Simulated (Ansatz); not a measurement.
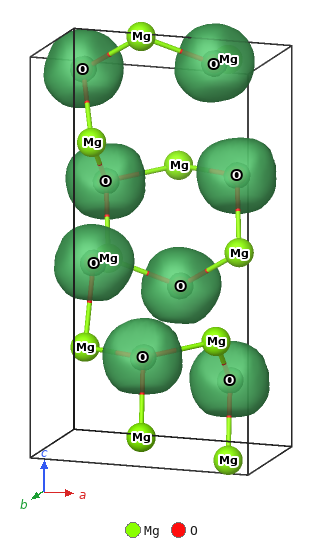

Figure 1: MgO. Isosurface of the ELF at 0.65 (green), seen at an oblique angle. Core shells and regions of very low density are left out. Sticks mark near contacts.

Space group Cc; a point of a scan over the structure, not its minimum; a structure from a database of computed crystals, not necessarily the ambient phase; not relaxed (largest force 0.7 eV/Å); PAW files of the earlier set (soft_1).

Method: DFT PBE, scalar-relativistic, plane waves, PAW in Ansatz.

Core electrons are frozen (PAW), and the valence fields are smoothed inside the atomic spheres.

Q: What do the ELF domains correspond to?

A: The ELF exceeds this value in eight regions wrapped around O (the valence shell of each), counted in one cell of 16 atoms. Any copies at cell faces, edges or corners count once. Along the contacts the grid gives the following. Mg–O (1.97 Å): the ELF peaks at about 0.80 in the valence shell of O, 0.7 Å from its nucleus, and is about 0.35 at the midpoint; an ionic contact with no shared pair. Mg–O (2.01 Å): the ELF peaks at about 0.85 in the valence shell of O, 0.7 Å from its nucleus, and is about 0.40 at the midpoint: a closed-shell, largely ionic contact.

Q: Does the calculation make it a metal, or give it a gap?

A: It is gapped, with a Kohn–Sham gap of 3.0 eV on the k-point mesh (the band edges may lie off the mesh, which would make the gap smaller).
